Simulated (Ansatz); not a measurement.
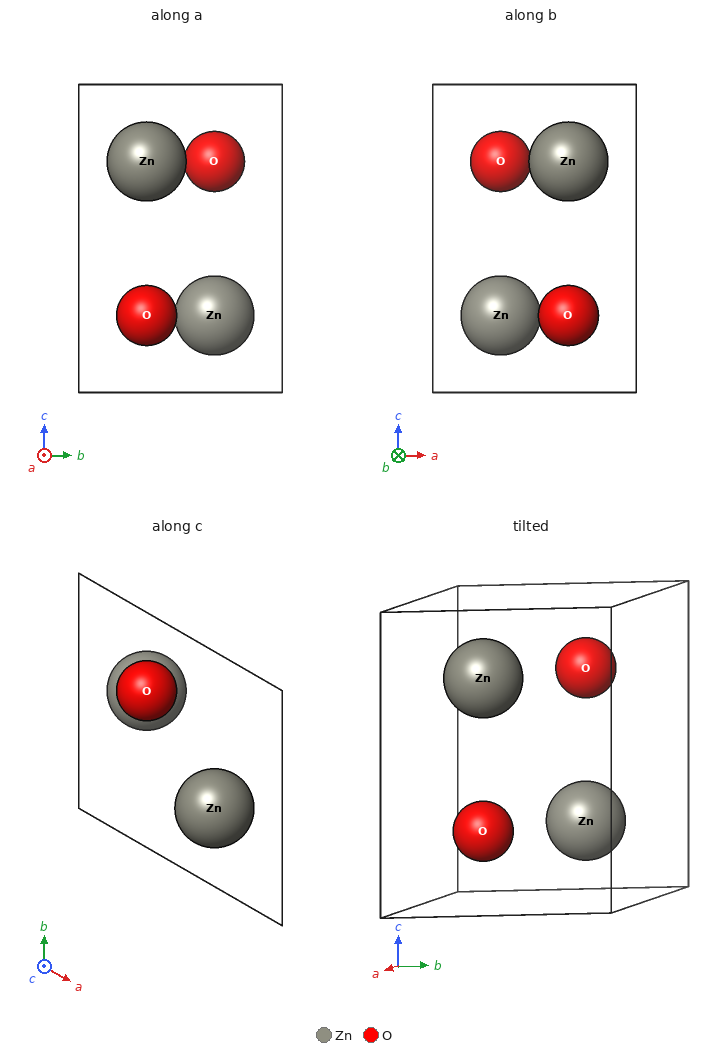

An orthographic spheres-only view of the structure, along the a axis, along the b axis, along the c axis and slightly off an axis. The edges of the conventional unit cell are marked.

Lattice parameters: a = 3.5539 Å, b = 3.5539 Å, c = 4.6576 Å, α = 90.000°, β = 90.000°, γ = 120.000°.

> Express the structure as a CIF with its space group and independent sites.

```cif
data_structure
_symmetry_space_group_name_H-M 'P 63/m m c'
_symmetry_Int_Tables_number 194
_cell_length_a 3.5539
_cell_length_b 3.5539
_cell_length_c 4.6576
_cell_angle_alpha 90.000
_cell_angle_beta 90.000
_cell_angle_gamma 120.000
_cell_volume 50.94
loop_
_atom_site_label
_atom_site_type_symbol
_atom_site_symmetry_multiplicity
_atom_site_Wyckoff_symbol
_atom_site_fract_x
_atom_site_fract_y
_atom_site_fract_z
_atom_site_occupancy
Zn1 Zn 2 c 0.3333 0.6667 0.2500 1
O1 O 2 d 0.6667 0.3333 0.2500 1
```

Its origin is a structure type filled with these elements by a generator (whether the compound takes this form wasn't checked). The cell was then strained or its atoms displaced on purpose. A calculation with Ansatz used it as input.

At this level of theory the cell isn't at rest (stretched, at -15 GPa), so its distances can differ from those at equilibrium, the more so the softer the solid.
